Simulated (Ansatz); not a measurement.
# Run report: B₉N, single-point calculation (part 1 of 3)

System: B₉N (I4/mmm, 10 atoms in the cell).
Method: DFT PBE+D3(BJ), scalar-relativistic, plane waves, PAW, spin-polarised (Ansatz 0.2.0).

The structure derives from a Materials Project entry. Figures and captions count atoms from 1; the log counts them from 0 in places.

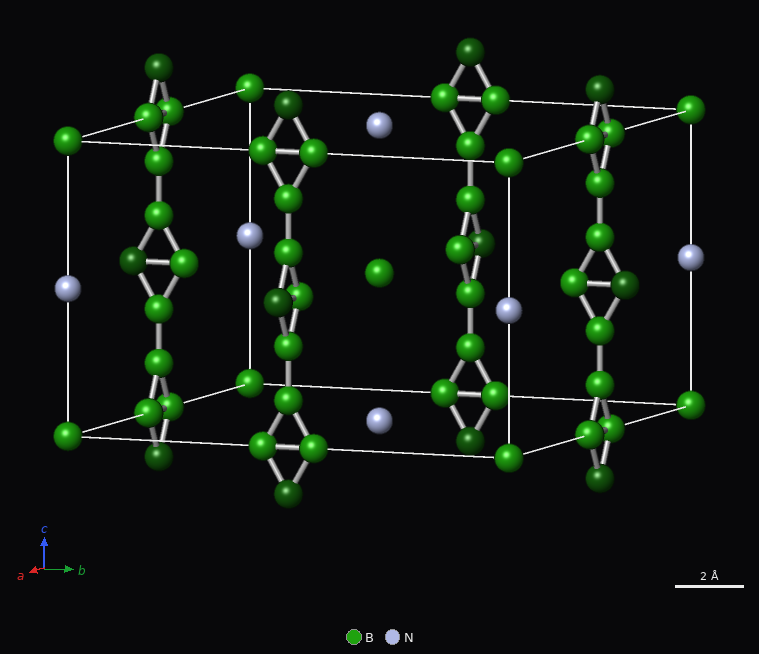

Figure 1. The structure as given in the input (ball-and-stick view of the cell 2 times as large as that of the calculation, set on its symmetry axes, seen slightly off an axis; neighbours outside the cell are drawn fainter). An atom can appear more than once, as a periodic image.

Input file
```yaml
crystal:
  lattice:
    - [-7.029562, 7.029562, 4.38533]
    - [7.029562, -7.029562, 4.38533]
    - [7.029562, 7.029562, -4.38533]
  atoms:
    - { symbol: B, position: [0.0, 0.557441, 0.557441] }
    - { symbol: B, position: [0.0, 0.442559, 0.442559] }
    - { symbol: B, position: [0.442559, 0.0, 0.442559] }
    - { symbol: B, position: [0.557441, 0.0, 0.557441] }
    - { symbol: B, position: [0.658226, 0.158226, 0.5] }
    - { symbol: B, position: [0.341774, 0.841774, 0.5] }
    - { symbol: B, position: [0.841774, 0.341774, 0.5] }
    - { symbol: B, position: [0.158226, 0.658226, 0.5] }
    - { symbol: B, position: [0.0, 0.0, 0.0], spin: -1.0 }
    - { symbol: "N", position: [0.5, 0.5, 0.0], spin: 1.0 }
basis:
  ecutwfc: 420
kpoints:
  mp_grid: { grid: [4, 4, 4] }
hamiltonian:
  xc: pbe
  dispersion: d3bj
scf:
  occupations: { method: gaussian, width: 0.1 }
  lower_state_search: "off"
output:
  forces: true
  stress: true
  eigenvalues: true
  populations: true
magnetization:
  spin_polarized: true
```

Run on 2 threads of Intel Xeon @ 2.70GHz, 189 GiB of memory available, shared host.

Run as:
```bash
ansatz run input.yaml --threads 2 --pin off --max-ram 5120MiB --backend cpu --events-out ev --progress --plain --runs-dir out
```

Output
```
Engine: ansatz 0.2.0, x86_64-unknown-linux-gnu
Pseudopotentials: kind: paw
Pseudopotential: B, paw, valence charge 3, recommended cutoff 420 eV (normal), B.paw.azcp
Pseudopotential: N, paw, valence charge 5, recommended cutoff 420 eV (normal), N.paw.azcp
Functional definition: PBE
  parameter kappa = 0.804
  parameter beta = 0.06672455060314922
  exchange = pbe_x(kappa = kappa, mu = beta*pi^2/3)
  correlation = pbe_c(beta = beta)
Crystal: 10 atoms, lattice volume = 866.800 Å³
Basis set: ecut = 420 eV, 16979 PW (Γ), exchange–correlation on 150×150×150 points (8 copies of the dense FFT grid, shifted against one another)
Bands: 27, of which v1, the nominal top of the filled ones, is band 16 counted from 1 (15 counted from 0)
Symmetry: 16 space group operations
Space group: I4/mmm (ITA 139), of the structure as read, at distance tolerance 9.5e-5 Å
Magnetic group: BNS 139.531 (UNI 1191), of the structure as read, at distance tolerance 9.5e-5 Å
k-points: 13 of 64
Non-local potential: B, projectors of the file, l = 0: 2, l = 1: 2, l = 2: 1
Non-local potential: N, projectors of the file, l = 0: 2, l = 1: 2, l = 2: 1
PAW form: soft (Blöchl's): semilocal exchange-correlation on the pseudo side does not see the compensation charge
PAW one-centre angular grid: B, 110 points (default); XC on 64 Gauss nodes
PAW one-centre angular grid: N, 110 points (default); XC on 64 Gauss nodes
Starting moments: Σ|m| = 2 μB on 2 of 10 sites
Starting magnetic order: compensated ferrimagnet; no operation exchanges its spin sublattices
Initial wavefunctions: pseudopotential atomic-orbital guess
Functional: x = pbe(κ = 0.804, μ = 0.2195149727645171), c = pbe(β = 0.06672455060314922)
```
